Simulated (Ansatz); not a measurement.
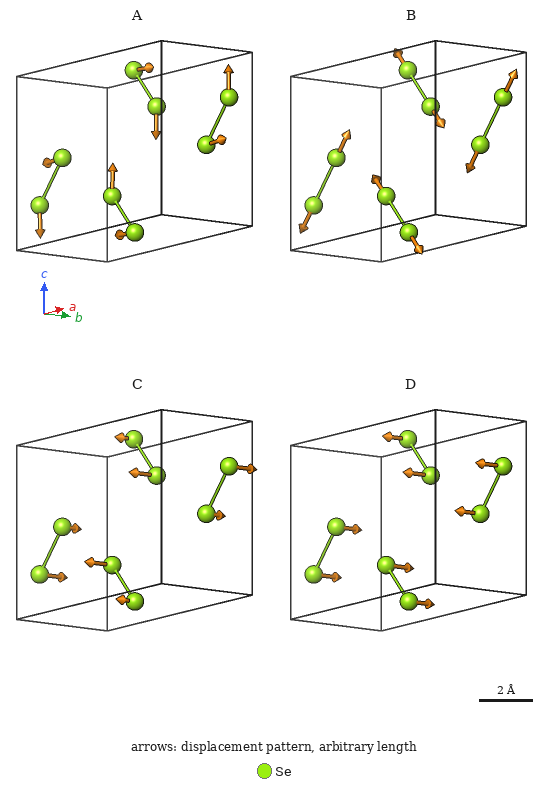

Four optical modes of a crystal of Se (a generated structure) at the zone centre, in no order. Displacements are drawn as orange arrows; their common scale and sign are arbitrary. The picture is a ball-and-stick view of the cell of the calculation, seen from a free direction.

All numbers below come from DFT PBE, scalar-relativistic, plane waves, PAW in Ansatz 0.2.0. Settings: plane-wave cutoff 420 eV; k-point mesh 4 × 6 × 4; occupations fixed; no spin polarisation.

Frequencies are those without the non-analytic (LO–TO) term.

Question: Rank the modes by frequency, softest first.

Answer: C (8 cm⁻¹), D (127 cm⁻¹), A (160 cm⁻¹), B (364 cm⁻¹). C, A_u: All motion is along b; atoms of one kind move against one another, with no net shift of their sublattice; the Se–Se bond lengths don't change to first order, so for these it is a bending, tilting or sliding motion. D, B₁g: All motion is along b; whole molecular units slide against one another. A, A_g: Atoms of one kind move against one another, with no net shift of their sublattice; the Se–Se bond lengths don't change to first order, so for these it is a bending, tilting or sliding motion. B, A_g: Atoms of one kind move against one another, with no net shift of their sublattice; of the bonds it mainly stretches Se–Se, all in phase. Not drawn: 1 imaginary level (30i cm⁻¹), so the structure is unstable.
